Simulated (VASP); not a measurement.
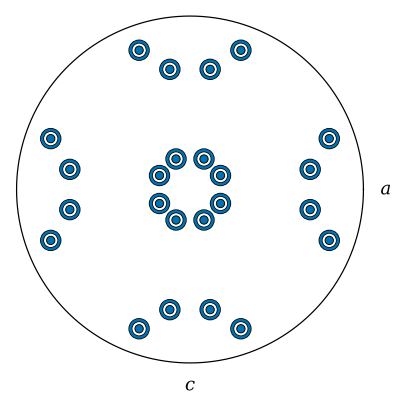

Stereographic projection: filled dots lie in the upper hemisphere, open rings in the lower. The b axis points at the viewer. The poles are all faces of one general form. Computed from the symmetry operations of a computed or model structure of composition NiO.

Q: Which point group is this?

A: m-3m (Oh), order 48, cubic system: three fourfold axes, four threefold axes, six twofold axes, nine mirror planes, an inversion centre.

Q: Which physical properties does it allow?

A: It is centrosymmetric, so neither piezoelectric nor pyroelectric; it is not chiral.
